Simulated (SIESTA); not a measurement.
# Energy of HfC along an even scaling of the cell

System: HfC (Fm-3m, 2 atoms in the cell).
Method: Kohn-Sham DFT of a periodic cell, PBEsol, PseudoDojo 0.4 standard, converted to PSML, no spin polarisation (SIESTA 5.4.2).

The 7 runs differ only in the geometry, by an even scaling of the cell at fixed fractional positions. The structure derives from an entry of the Crystallography Open Database.

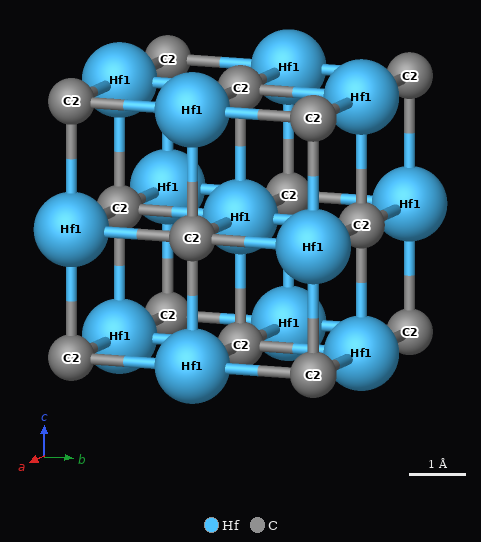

Figure 1. The structure of run 4 (ball-and-stick view of the cell 4 times as large as that of the calculation, set on its symmetry axes, seen slightly off an axis; atoms are numbered from 1 in the order of the input). An atom can appear more than once, as a periodic image.

**Input of run 4**
```
SystemName                      HfC
SystemLabel                     HfC
NumberOfSpecies                 2
NumberOfAtoms                   2
%block ChemicalSpeciesLabel
  1  72 Hf
  2   6 C
%endblock ChemicalSpeciesLabel

LatticeConstant                 1.0 Ang
%block LatticeVectors
     0.0000000000     2.3250000000     2.3250000000
     2.3250000000     0.0000000000     2.3250000000
     2.3250000000     2.3250000000     0.0000000000
%endblock LatticeVectors
AtomicCoordinatesFormat         Fractional
%block AtomicCoordinatesAndAtomicSpecies
     0.5000000000     0.5000000000     0.5000000000  1  Hf
     0.0000000000     0.0000000000     0.0000000000  2  C
%endblock AtomicCoordinatesAndAtomicSpecies

%block kgrid.MonkhorstPack
   10   0   0  0.0
    0  10   0  0.0
    0   0  10  0.0
%endblock kgrid.MonkhorstPack
XC.Functional                   GGA
XC.Authors                      PBEsol
PAO.BasisSize                   DZP
PAO.EnergyShift                 0.003 Ry
Mesh.Cutoff                     800 Ry
OccupationFunction              FD
ElectronicTemperature           0.05 eV
MaxSCFIterations                120
SCF.MustConverge                false
SCF.Mixer.Method                Pulay
SCF.Mixer.Weight                0.25
SCF.Mixer.History               8
SCF.DM.Tolerance                5.0e-05
SCF.H.Tolerance                 1.0e-03 eV
WriteForces                     true
Charge.Mulliken                 end
%block PAO.Basis
  Hf 5
  n=5 0 2
    3.241 0.000
  n=6 0 2
    8.114 0.000
  n=5 1 2
    3.929 0.000
  n=6 1 1
    8.114
  n=5 2 2
    7.842 0.000
%endblock PAO.Basis
```

Command:
```bash
siesta < HfC.fdf > HfC.out 2>&1
```

Run 5 differs from it as follows:
```diff
-     0.0000000000     2.3250000000     2.3250000000
-     2.3250000000     0.0000000000     2.3250000000
-     2.3250000000     2.3250000000     0.0000000000
+     0.0000000000     2.3403977997     2.3403977997
+     2.3403977997     0.0000000000     2.3403977997
+     2.3403977997     2.3403977997     0.0000000000
```

**Results, with one run withheld**

```csv
run,volume per atom (Å³),"free energy per atom, from the lowest run given (meV)",pressure (GPa)
1,11.814,22.09,12.94
2,12.065,6.55,6.96
3,12.317,0.00,1.46
4,12.568,1.80,−3.57
5,12.819,?,?
6,13.071,27.12,−12.28
7,13.322,49.41,−16.09
```

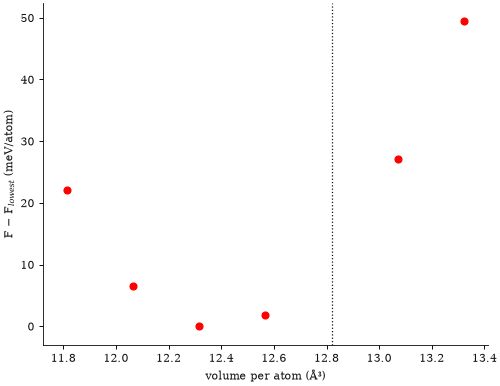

Figure 2. Free energy per atom of the runs given; the dotted line marks run 5.

Estimate the energy of run 5 from the others.

A cubic polynomial in V^(−2/3) (the Birch–Murnaghan form), fitted to the 6 runs given, misses them by at most 0.03 meV per atom. With x = V^(−2/3) − 0.18559 Å⁻², it reads F = 0.64156 − 1524.2 x + 6.3063e+05 x² − 5.795e+05 x³ (meV per atom). At run 5 it gives 11.01 meV per atom, and the run itself gives 11.04. The slope of the fit gives a pressure −dF/dV of −8.14 GPa there, and the run prints −8.13 GPa. The fit has its minimum at 12.386 Å³ per atom, where V d²F/dV² gives 252 GPa: the bulk modulus at this level, since symmetry fixes the shape and the positions.

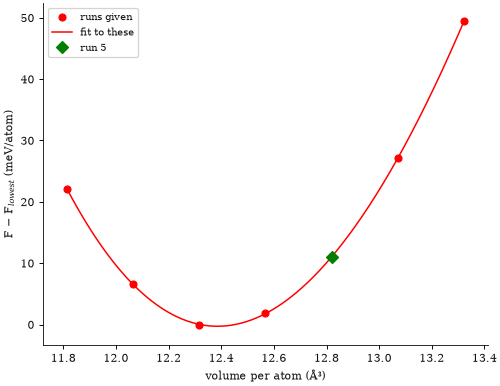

Figure 3. The fit and the withheld run.

**Some lines of the output (run 5)**
```
[...]
outcell: Cell volume (Ang**3)        :     25.6389
stepf: Fermi-Dirac step function
siesta: Etot    =     -1693.683810
siesta: FreeEng =     -1693.684866
        iscf     Eharris(eV)        E_KS(eV)     FreeEng(eV)     dDmax    Ef(eV) dHmax(eV)
siesta: E_KS(eV) =            -1699.1704
siesta: E_KS - E_eggbox =     -1699.1704
siesta: Etot    =     -1699.170360
siesta: FreeEng =     -1699.173087
siesta:         Fermi =      -5.989098
siesta: Cell volume =         25.638879 Ang**3
    Orbital volume contribution        =           2.126572 eV
```

Notes: Points of doubt noted for this run: mulliken charges of long orbitals. Spin–orbit coupling is left out, which matters for Hf. With a small basis of atomic orbitals these values can differ much from converged plane-wave results.
